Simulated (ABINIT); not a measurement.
# Run report: GaN, elastic calculation (part 4 of 4)

GaN (F-43m, 2 atoms in the cell); Kohn-Sham DFT of a periodic cell, PBEsol, PseudoDojo NC SR PBEsol v0.4.1 standard, no spin polarisation (ABINIT 10.8.3); cutoff 1142.88 eV, 6×6×6 k-mesh, fixed occupations. The structure derives from a Materials Project entry.

Geometry of the input (Å; fractional positions):
```
0.0000  2.2498  2.2498
2.2498  0.0000  2.2498
2.2498  2.2498  0.0000
Ga 0.0000  0.0000  0.0000
N  0.2500  0.2500  0.2500
```

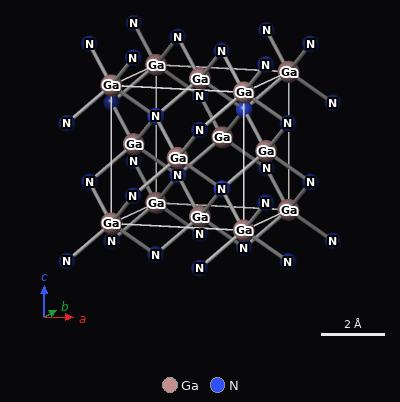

Figure 1. The input geometry (ball-and-stick view of the cell 4 times as large as that of the calculation, set on its symmetry axes, seen slightly off an axis; neighbours outside the cell are drawn fainter).

Output, continued
```
 ==> Compute Derivative Database <==
 The violation of the charge neutrality conditions
 by the effective charges is as follows :
    atom        electric field
 displacement     direction
       1               1        0.000242        0.000000
       1               2       -0.000000        0.000000
       1               3       -0.000000        0.000000
       2               1       -0.000000        0.000000
       2               2        0.000242        0.000000
       2               3        0.000000        0.000000
       3               1        0.000000        0.000000
       3               2        0.000000        0.000000
       3               3        0.000242        0.000000

 Effective charge tensors after
 imposition of the charge neutrality (if requested by user),
 and eventual restriction to some part :
   atom    displacement
         1         1    2.673363E+00   -1.386720E-16    6.966502E-16
         1         2   -1.026850E-15    2.673363E+00   -6.972467E-16
         1         3    1.026850E-15    1.386720E-16    2.673363E+00
         2         1   -2.673363E+00    1.386720E-16   -6.966502E-16
         2         2    1.026850E-15   -2.673363E+00    6.972467E-16
         2         3   -1.026850E-15   -1.386720E-16   -2.673363E+00
 Now, the imaginary part of the dynamical matrix is zeroed

  Dynamical matrix, in cartesian coordinates,
   if specified in the inputs, asr has been imposed
     j1       j2             matrix element
  dir pert dir pert     real part    imaginary part

   1    1   1    1         0.1268229090         0.0000000000
   1    1   1    2        -0.1268229090         0.0000000000

   2    1   2    1         0.1268229090         0.0000000000
   2    1   2    2        -0.1268229090         0.0000000000

   3    1   3    1         0.1268229090         0.0000000000
   3    1   3    2        -0.1268229090         0.0000000000

   1    2   1    1        -0.1268228720         0.0000000000
   1    2   1    2         0.1268228720         0.0000000000

   2    2   2    1        -0.1268228720         0.0000000000
   2    2   2    2         0.1268228720         0.0000000000

   3    2   3    1        -0.1268228720         0.0000000000
   3    2   3    2         0.1268228720         0.0000000000

  Dielectric tensor, in cartesian coordinates,
     j1       j2             matrix element
  dir pert dir pert     real part    imaginary part

   1    4   1    4         5.9926772496        -0.0000000000

   2    4   2    4         5.9926772496        -0.0000000000

   3    4   3    4         5.9926772496        -0.0000000000

  Effective charges, in cartesian coordinates,
  (from electric field response)
   if specified in the inputs, charge neutrality has been imposed
     j1       j2             matrix element
  dir pert dir pert     real part    imaginary part

   1    1   1    4         2.6733634859         0.0000000000
   1    2   1    4        -2.6733634859         0.0000000000

   2    1   2    4         2.6733634859         0.0000000000
   2    2   2    4        -2.6733634859         0.0000000000

   3    1   3    4         2.6733634859         0.0000000000
   3    2   3    4        -2.6733634859         0.0000000000

  Effective charges, in cartesian coordinates,
  (from phonon response)
   if specified in the inputs, charge neutrality has been imposed
     j1       j2             matrix element
  dir pert dir pert     real part    imaginary part

   1    4   1    1         2.6733641480         0.0000000000

   2    4   2    1         2.6733641480         0.0000000000

   3    4   3    1         2.6733641480         0.0000000000

   1    4   1    2        -2.6733641480         0.0000000000

   2    4   2    2        -2.6733641480         0.0000000000

   3    4   3    2        -2.6733641480         0.0000000000

  Rigid-atom elastic tensor , in cartesian coordinates,
     j1       j2             matrix element
  dir pert dir pert     real part    imaginary part

   1    5   1    5         0.0091671297         0.0000000000
   1    5   2    5         0.0049854624         0.0000000000
   1    5   3    5         0.0049854620         0.0000000000

   2    5   1    5         0.0049854619         0.0000000000
   2    5   2    5         0.0091671286         0.0000000000
   2    5   3    5         0.0049854620         0.0000000000

   3    5   1    5         0.0049854619         0.0000000000
   3    5   2    5         0.0049854624         0.0000000000
   3    5   3    5         0.0091671294         0.0000000000

   1    6   1    6         0.0064671625         0.0000000000

   2    6   2    6         0.0064671673         0.0000000000

   3    6   3    6         0.0064671670         0.0000000000

  Internal strain coupling parameters, in cartesian coordinates,
   zero average net force deriv. has been imposed
     j1       j2             matrix element
  dir pert dir pert     real part    imaginary part

   1    1   1    6         0.1624221118         0.0000000000

   2    1   2    6         0.1624231831         0.0000000000

   3    1   3    6         0.1624235501         0.0000000000

   1    2   1    6        -0.1624221118         0.0000000000

   2    2   2    6        -0.1624231831         0.0000000000

   3    2   3    6        -0.1624235501         0.0000000000

  Rigid-atom proper piezoelectric tensor, in cartesian coordinates,
  (from strain response)
     j1       j2             matrix element
  dir pert dir pert     real part    imaginary part

   1    4   1    6        -0.0163378863         0.0000000000

   2    4   2    6        -0.0163378228         0.0000000000

   3    4   3    6        -0.0163377982         0.0000000000

  Phonon wavevector (reduced coordinates) :  0.00000  0.00000  0.00000
 Phonon energies in Hartree :
   0.000000E+00  0.000000E+00  0.000000E+00  2.442317E-03  2.442317E-03
   2.442317E-03
 Phonon frequencies in cm-1    :
   0.000000E+00  0.000000E+00  0.000000E+00  5.360267E+02  5.360267E+02
   5.360267E+02

  Phonon at Gamma, with non-analyticity in the
  direction (cartesian coordinates)  1.00000  0.00000  0.00000
 Phonon energies in Hartree :
   0.000000E+00  0.000000E+00  0.000000E+00  2.442317E-03  2.442317E-03
   3.248207E-03
 Phonon frequencies in cm-1    :
   0.000000E+00  0.000000E+00  0.000000E+00  5.360267E+02  5.360267E+02
   7.128991E+02

  Phonon at Gamma, with non-analyticity in the
  direction (cartesian coordinates)  0.00000  1.00000  0.00000
 Phonon energies in Hartree :
   0.000000E+00  0.000000E+00  0.000000E+00  2.442317E-03  2.442317E-03
   3.248207E-03
 Phonon frequencies in cm-1    :
   0.000000E+00  0.000000E+00  0.000000E+00  5.360267E+02  5.360267E+02
   7.128991E+02

  Phonon at Gamma, with non-analyticity in the
  direction (cartesian coordinates)  0.00000  0.00000  1.00000
 Phonon energies in Hartree :
   0.000000E+00  0.000000E+00  0.000000E+00  2.442317E-03  2.442317E-03
   3.248207E-03
 Phonon frequencies in cm-1    :
   0.000000E+00  0.000000E+00  0.000000E+00  5.360267E+02  5.360267E+02
   7.128991E+02

== END DATASET(S) ==============================================================
================================================================================

 -outvars: echo values of variables after computation  --------
            acell      1.8897261259E+00  1.8897261259E+00  1.8897261259E+00 Bohr
           etotal1    -8.6730175279E+01
           etotal2    -6.2181313494E+01
           etotal3     9.9402488904E-01
            fcart1    -0.0000000000E+00 -0.0000000000E+00 -0.0000000000E+00
                      -0.0000000000E+00 -0.0000000000E+00 -0.0000000000E+00
            fcart3     0.0000000000E+00  0.0000000000E+00  0.0000000000E+00
                       0.0000000000E+00  0.0000000000E+00  0.0000000000E+00
            rprim      0.0000000000E+00  2.2498433300E+00  2.2498433300E+00
                       2.2498433300E+00  0.0000000000E+00  2.2498433300E+00
                       2.2498433300E+00  2.2498433300E+00  0.0000000000E+00
           strten1    -5.3338759380E-07 -5.3338759380E-07 -5.3338759380E-07
                       0.0000000000E+00  0.0000000000E+00  0.0000000000E+00
           strten3     0.0000000000E+00  0.0000000000E+00  0.0000000000E+00
                       0.0000000000E+00  0.0000000000E+00  0.0000000000E+00
           xangst      0.0000000000E+00  0.0000000000E+00  0.0000000000E+00
                       1.1249216650E+00  1.1249216650E+00  1.1249216650E+00
             xred      0.0000000000E+00  0.0000000000E+00  0.0000000000E+00
                       2.5000000000E-01  2.5000000000E-01  2.5000000000E-01
 Calculation completed.
```

Key numbers

```json
{"quantity": "outcome", "value": "converged"}
{"quantity": "space group (tolerance 0.01 Å)", "value": "F-43m (216)"}
{"quantity": "electrons treated", "value": "18"}
{"quantity": "free energy", "value": "−2360.0483 eV"}
{"quantity": "Fermi energy", "value": "5.187 eV"}
{"quantity": "pressure", "value": "0.02 GPa"}
{"quantity": "largest force (length of the vector)", "value": "under 0.001 eV/Å"}
{"quantity": "ε∞ (xx, yy, zz)", "value": "5.99, 5.99, 5.99"}
{"quantity": "Born charges (mean of the diagonal)", "value": "Ga1 (2.67 e); N2 (−2.67 e)"}
{"quantity": "hardware", "value": "4 threads of Arm Neoverse V1, 24 GiB of memory available, shared host"}
{"quantity": "wall time", "value": "9.9 min (CPU time 40 min)"}
{"quantity": "peak memory", "value": "0.72 GiB"}
```
